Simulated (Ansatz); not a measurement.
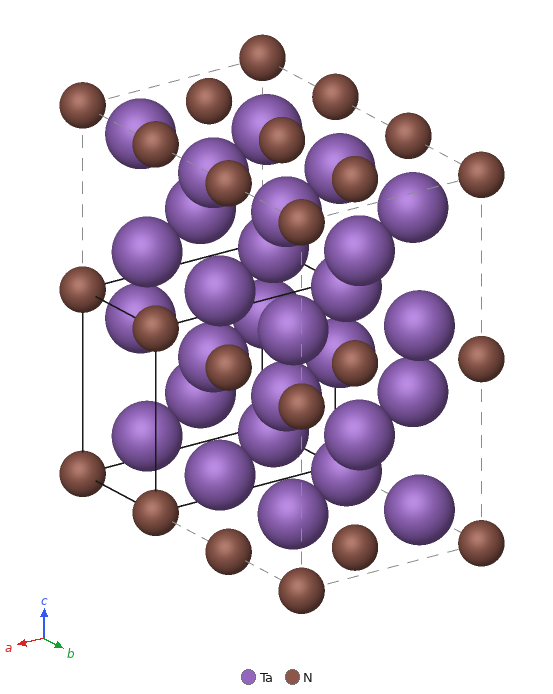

Spheres-only drawing of the structure, looking from a general direction. The picture spans 1×3×2 cells, one conventional unit cell being drawn with solid lines. Cell: a = 5.332 Å, b = 3.079 Å, c = 4.823 Å, α = 90.00°, β = 90.00°, γ = 90.00°.

The solid is Ta$_{2}$N. It is base-centred monoclinic, space group Cm (No. 8). It has 6 atoms to the cell (4 Ta, 2 N).

It derives from a structure listed in the Materials Project. The cell was then strained or its atoms displaced on purpose. It was the input of a calculation with Ansatz.

At this level of theory the run's own cell isn't at rest (forces up to 1.3 eV/Å), so its distances can differ from those at equilibrium, the more so the softer the solid.
